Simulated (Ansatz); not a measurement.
**Band-structure calculation of P**

System: P (Pm-3m, 1 atom in the cell).
Method: DFT PBE+D3(BJ), scalar-relativistic, plane waves, PAW, no spin polarisation (Ansatz 0.2.0).

The structure derives from an entry of the Crystallography Open Database. Figures and captions count atoms from 1; the log counts them from 0 in places.

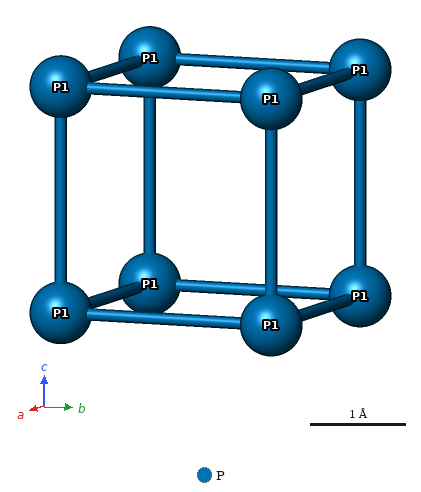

Figure 1. The structure (ball-and-stick view of the cell of the calculation, seen slightly off an axis; atoms are numbered from 1 in the order of the input). Near neighbours in the crystal (not all of them lie inside the picture): P has 6 P at 2.41 Å.

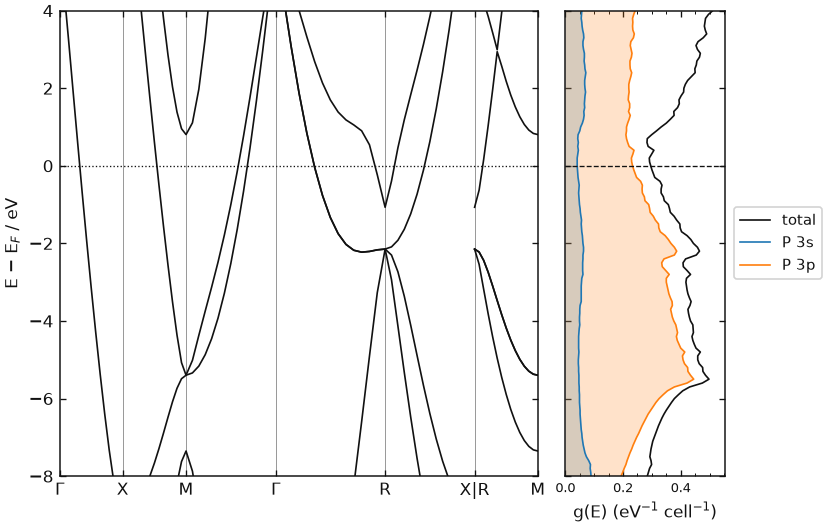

Figure 2. Band structure along Γ–X–M–Γ–R–X|R–M and density of states (projected on Löwdin-orthogonalised atomic shells), with energies from the Fermi level. Bands cross the Fermi level: a metal at this level of theory.

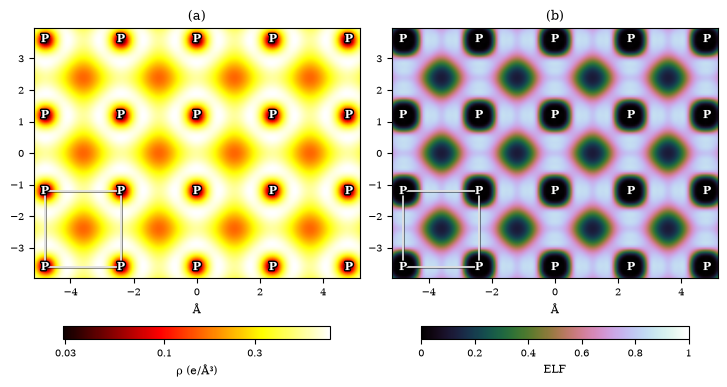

Figure 3. (a) valence charge density (pseudo); (b) ELF on the (010) plane of the conventional cell. P–P (2.41 Å): ρ is about 0.55 e/Å³ halfway; the ELF peaks at about 0.85 between the atoms, which marks a covalent bond. Away from the nuclei the density in this plane falls to 0.16 e/Å³ at its lowest. The fields are those of the smooth PAW valence density.

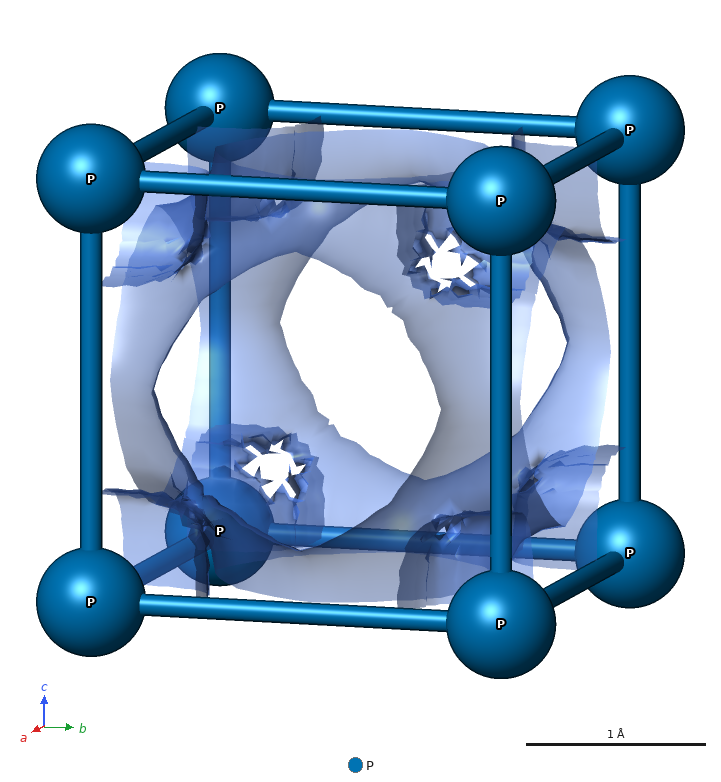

Figure 4. Isosurface of the electron localisation function at 0.7 (blue), seen slightly off an axis. Core shells and regions of very low density are left out. Sticks mark near contacts. The outline is the cell set on symmetry axes. The ELF exceeds this value in one network that runs through the whole crystal, counted in one cell of 1 atoms.  Values along the shortest contacts: P–P (2.41 Å): the ELF peaks at about 0.85 between the atoms, as expected for localised, shared-pair bonding.

The input and output of the run follow.

### Input
```yaml
crystal:
  lattice:
    - [2.4072602641, 0.0, 0.0]
    - [0.0, 2.4072602641, 0.0]
    - [0.0, 0.0, 2.407368609]
  atoms:
    - { symbol: P, position: [0.0, 0.0, 0.0] }
basis:
  ecutwfc: 420
kpoints:
  mp_grid: { grid: [18, 18, 18] }
  band_path:
    path:
      - [[0.0, 0.0, 0.0], [0.0, 0.4999925, 0.0], [0.4999925, 0.4999925, 0.0], [0.0, 0.0, 0.0], [0.4999925, 0.4999925, 0.500015], [0.0, 0.4999925, 0.0]]
      - [[0.4999925, 0.4999925, 0.500015], [0.4999925, 0.4999925, 0.0]]
    npoints: 14
hamiltonian:
  xc: pbe
  dispersion: d3bj
scf:
  occupations: { method: gaussian, width: 0.1 }
  n_extra_bands: 6
output:
  forces: true
  stress: true
  eigenvalues: true
  populations: true
  dos: { projected: true, de: 0.02, nscf_kmesh: { grid: [27, 27, 27] } }
  bader: true
  write_density: true
  write_potential: true
  elf: true
  volumetric_format: npy
```

Run as:
```bash
ansatz run input.yaml --threads 1 --pin off --max-ram 2560MiB --backend cpu --events-out ev --progress --plain --runs-dir out
```

### Log
```
Warning: 32 symmetry operations that the atoms keep within the bar at which the run's group was sought (crystal.symmetry.tolerance 1.0e-5, or twice it) were not taken beside the 16 unitary ones that the detection took (of a slab, those that keep its plane). If the more symmetric cell is meant, write the vectors of crystal.lattice to more decimals, or, with the positions in fractional coordinates, give it by lengths and angles (which lays the cell in the standard orientation, to which the deck's other Cartesian keys then refer), with the lengths that are meant to be equal typed equal, the angles likewise, and each angle that the symmetry fixes typed at its exact value (of a frozen-density pass: in the run whose state it reads). The detection then takes those 32 too, where the atoms keep them as a group. The lattice (crystal.lattice as typed, or as saved on a frozen-density pass laid at its state's geometry) misses each of them by more than the tolerance, the farthest off changing a squared length by the fraction 9.0e-5. The run does not impose them: its cell is that one, or, where this deck is also told that its lattice was moved onto its group, that cell laid onto the operations that were taken. If the cell is strained on purpose, what lies past the tolerance is rightly left out.
scf.n_extra_bands = 6 over 3 filled bands (N_el = 5.0): the run solves 9 bands
Engine: ansatz 0.2.0, aarch64-unknown-linux-gnu
Pseudopotentials: kind: paw
Pseudopotential: P, paw, valence charge 5, recommended cutoff 420 eV (normal), P.paw.azcp
Functional definition: PBE
  parameter kappa = 0.804
  parameter beta = 0.06672455060314922
  exchange = pbe_x(kappa = kappa, mu = beta*pi^2/3)
  correlation = pbe_c(beta = beta)
Crystal: 1 atoms, lattice volume = 13.950 Å³
Basis set: ecut = 420 eV, 257 PW (Γ), exchange–correlation on 36×36×36 points (8 copies of the dense FFT grid, shifted against one another)
Bands: 9, of which v1, the nominal top of the filled ones, is band 3 counted from 1 (2 counted from 0)
Symmetry: 16 space group operations
Space group: P4/mmm (ITA 123), of the structure as read, at distance tolerance 2.4e-5 Å
k-points: 550 of 5832
Non-local potential: P, projectors of the file, l = 0: 2, l = 1: 2, l = 2: 2
PAW form: soft (Blöchl's): semilocal exchange-correlation on the pseudo side does not see the compensation charge
PAW one-centre angular grid: P, 110 points (default); XC on 64 Gauss nodes
Initial density: superposition of atomic densities (neutral atoms: chi_scale 0, normalization atom), corrected by the library's trained network
Initial wavefunctions: pseudopotential atomic-orbital guess
Functional: x = pbe(κ = 0.804, μ = 0.2195149727645171), c = pbe(β = 0.06672455060314922)
SCF iter   1: F=—  HF=-756.069559 eV  |F-HF|=—  |Δ(HF+E_count)|=         —  Δρ=2.47e-3  dr2=5.44e-4  ethr=1.77e-3  ⟨swp⟩=6.2  Hψ=40889  notcnv=0  defer=165
preconditioner: auto → none  [metal: Δε(μ)=0.080 eV  Ē_g=19.564 eV  σ=0.100 eV  W_gap=0.43  n_scr=0 (ndim 8)  ℏωp=22.2 eV  f_vac=0.000  D(μ)=0.40/eV (n_scr^D=0)]
SCF iter   2: F=—  HF=-756.069564 eV  |F-HF|=—  |Δ(HF+E_count)|=   5.31e-6  Δρ=1.16e-3  dr2=8.97e-5  ethr=1.09e-5  ⟨swp⟩=1.7  Hψ=9839  notcnv=0  defer=213
SCF iter   3: F=—  HF=-756.069591 eV  |F-HF|=—  |Δ(HF+E_count)|=   2.69e-5  Δρ=1.81e-4  dr2=2.58e-6  ethr=1.79e-6  ⟨swp⟩=1.0  Hψ=4016  notcnv=0  defer=213
iter 4 did not close the SCF: its close was put off for the readings that it lacked (scf_convergence_deferred on its scf_iter line)
SCF iter   4: F=-756.069591 eV  HF=-756.069591 eV  |F-HF|=5.74e-9  |Δ(HF+E_count)|=   6.45e-7  Δρ=1.54e-5  dr2=3.04e-8  ethr=5.16e-8  ⟨swp⟩=1.4  Hψ=4317  notcnv=0  defer=213
iter 5 did not close the SCF: its close was put off for the readings that it lacked (scf_convergence_deferred on its scf_iter line)
SCF iter   5: F=-756.069591 eV  HF=-756.069591 eV  |F-HF|=2.11e-10  |Δ(HF+E_count)|=   3.58e-9  Δρ=1.85e-6  dr2=2.79e-10  ethr=6.07e-10  ⟨swp⟩=2.3  Hψ=5326  notcnv=0  defer=213
SCF iter   6: F=-756.069591 eV  HF=-756.069591 eV  |F-HF|=2.19e-11  |Δ(HF+E_count)|=  2.98e-10  Δρ=4.93e-7  dr2=4.00e-11  ethr=5.58e-12  ⟨swp⟩=8.0  Hψ=28741  notcnv=0
SCF 1 converged in 6 iterations: F = -756.069591 eV  dr2 = 4.00e-11
  greatest PAW one-centre occupation: 0.799 electrons in one spin orbital (limit 2), on the P atom at site 0 (counted from 0), in its partial waves of l = 0
NSCF: frozen V_eff on 86 k-points
NSCF: frozen V_eff on 1470 k-points
SCF converged after 6 iterations
Free energy (F): -756.069591 eV
Harris-Foulkes:  -756.069591 eV  (|F-HF|=2.19e-11)
Internal energy: -756.067605 eV  (E = F + TS)
E sigma→0 (E₀):  -756.068598 eV
Entropy (-TS):   -0.001987 eV (-1.987 meV/atom)
Fermi energy:    11.613445 eV
--- Per-component energies (eV) ---
  E_band       = 23.952604
  E_kinetic    = 72.628784
  E_local      = -22.874324  (includes V_loc(G=0)·N_el)
  E_nonlocal   = 33.325153
  E_hartree    = 5.317738
  E_xc         = -62.584964
  E_vxc        = -62.320041  (∫ρ·V_xc dr)
  E_paw        = -569.226271  (= ΣΔE_a)
  E_vpaw       = -7.442472  (= ΣTr[D̂ρ^β])
  E_aug_tail   = 0.000003  (compensation charges beyond the density's cutoff)
  E_ewald      = -212.147111
  E_disp       = -0.506612  (pairwise vdW)
  E_smearing   = -0.001987  (= −TS)
  E_closure    = -0.000000  (closes the sum)
  Σ components = -756.069591   (vs F -756.069591, Δ=0.00e0)
--- Forces (eV/Å), atoms counted from 1 ---
  atom   1  P     -0.00000000     0.00000000     0.00000000
  max |Σ_I F_I| component: 8.63e-32 eV/Å
--- Stress (GPa, compression-positive) ---
        0.047742       0.000000       0.000000
        0.000000       0.047742       0.000000
        0.000000       0.000000       0.040963
  P = ⅓ Tr σ = 0.0455 GPa (0.455 kbar)
--- Band table (eV; the first three rows and the last of 550) ---
  k-point 0: bands = ["-5.2444", "16.9569", "16.9588", "16.9588", "18.3620", "18.3625", "26.4965", "35.7627", "35.7627"]
  k-point 1: bands = ["-5.1716", "15.4407", "17.0166", "17.0166", "18.4197", "19.7856", "26.7430", "35.2897", "35.2897"]
  k-point 2: bands = ["-4.9536", "13.3947", "17.1888", "17.1888", "18.5888", "21.5099", "27.5122", "34.1175", "34.1175"]
  k-point 549: bands = ["9.4667", "9.4667", "9.4677", "10.5448", "16.1990", "16.1996", "16.1996", "22.6778", "42.3836"]
--- Löwdin populations: 1 site ---
  site symbol       q [e]
     0      P      4.9113
  spilling = 0.017733 (of n_electrons = 5.000000)
--- Bader charges: 1 site ---
  site symbol  charge [e]  shift [e]
     0      P      0.0000     0.0000
  estimated error of the sums over rays = 6.6e-7 e
```

### File bader_charges.tsv
```
# site	symbol	x_ang	y_ang	z_ang	partial_charge_e	electrons	volume_ang3	relative_density_drop	shared_charge_e	partial_wave_shift_e
# quadrature_error_electrons = 6.6e-7
0	P	0.0000	0.0000	0.0000	0.00000	15.00000	13.95	-	0.00000	0.00000
```

### File populations.tsv
```
# site	symbol	l	j	q
# orbitals = lowdin
# n_electrons = 5.000000
# spilling = 0.017733
0	P	0_3S	-	1.577050
0	P	1_3P	-	3.334285
```

### Key numbers

- outcome: converged
- space group (tolerance 0.01 Å): Pm-3m (221)
- electrons treated: 5
- free energy: −756.0696 eV
- Fermi energy: 11.613 eV
- gap on the k-point mesh: none (metallic)
- pressure: 0.05 GPa
- largest force (length of the vector): under 0.001 eV/Å
- hardware: 1 thread of Arm Neoverse V1, 112 GiB of memory available, shared host
- wall time: 19 s
- peak memory: 0.36 GiB

### Notes

The program warns: near-symmetries of the structure were not used.
